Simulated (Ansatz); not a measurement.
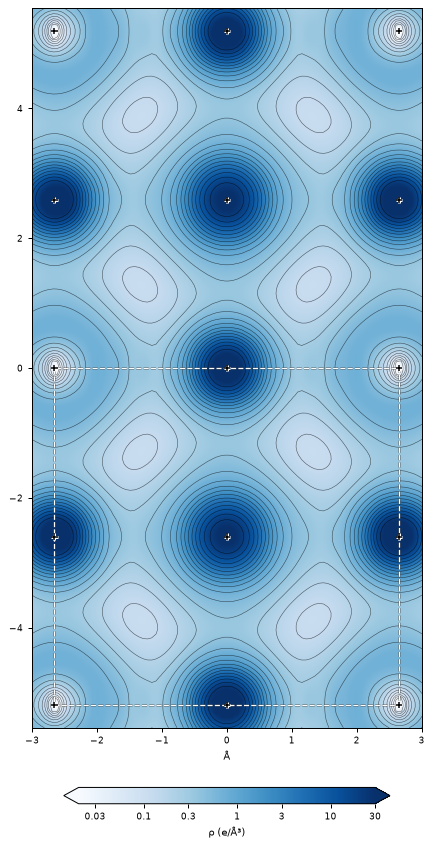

The valence charge density (pseudo) on a plane through atoms (crosses mark nuclei in the plane).

These are results of Ansatz, DFT, HSE06, plane waves, PAW, not measurements.

Candidates:
A. AlN, a = 2.95 Å, b = 2.95 Å, c = 4.73 Å, α = 90.00°, β = 90.00°, γ = 120.00°. Space group P6₃mc; started from the wurtzite prototype, which need not be the ambient phase; changed on purpose from its base cell (hydrostatic strain -5.0%); computed pressure about 43 GPa in this cell.
B. GaP, a = 3.85 Å, b = 3.85 Å, c = 5.40 Å, α = 90.00°, β = 90.00°, γ = 90.00°. Space group I-4m2; started from the zincblende prototype, which need not be the ambient phase; changed on purpose from its base cell (uniaxial x strain -0.9%).
C. Ga2AsP, a = 3.67 Å, b = 3.67 Å, c = 5.31 Å, α = 90.00°, β = 90.00°, γ = 90.00°. Space group P4/mmm; started from the ordered alloy on rocksalt lattice prototype, which need not be the ambient phase.

> Which candidate gave the map?

Candidate C: Ga2AsP on the (11̄0) plane of the conventional cell, which holds P, Ga and As. Ga–As (2.60 Å): the density is about 0.36 e/Å³ at the midpoint. Ga–P (2.60 Å): ρ at the midpoint is about 0.35 e/Å³.
